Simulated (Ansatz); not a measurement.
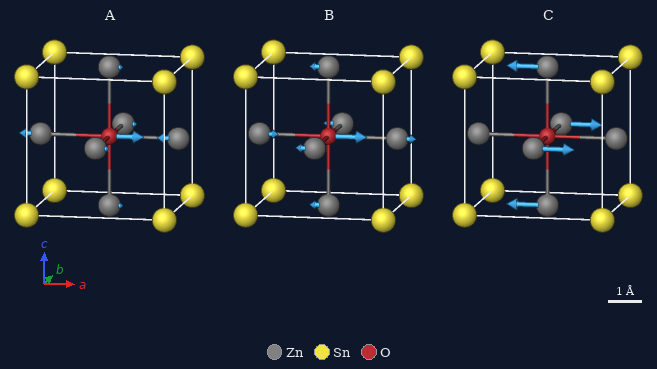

Modes of crystalline Zn₃SnO (a generated structure), space group Pm-3m (No. 221), at the zone centre (one member of each degenerate set). The blue arrows are the displacements of the atoms (eigenvector over the root of the mass), of arbitrary overall length and sign. A ball-and-stick model of the cell of the calculation, seen slightly off an axis.

Level of theory: Ansatz, DFT PBEsol, scalar-relativistic, plane waves, PAW.

The frequencies depend somewhat on the k-mesh and the smearing.

**Which are infrared-active and which Raman-active?**

A is T₁u, infrared-active by symmetry (246 cm⁻¹). B is T₁u, infrared-active by symmetry (131i cm⁻¹). C is T₂u, silent by symmetry (neither infrared- nor Raman-active) (60i cm⁻¹). The crystal has a centre of inversion, so no mode is both. In a metal the free carriers screen the infrared response.
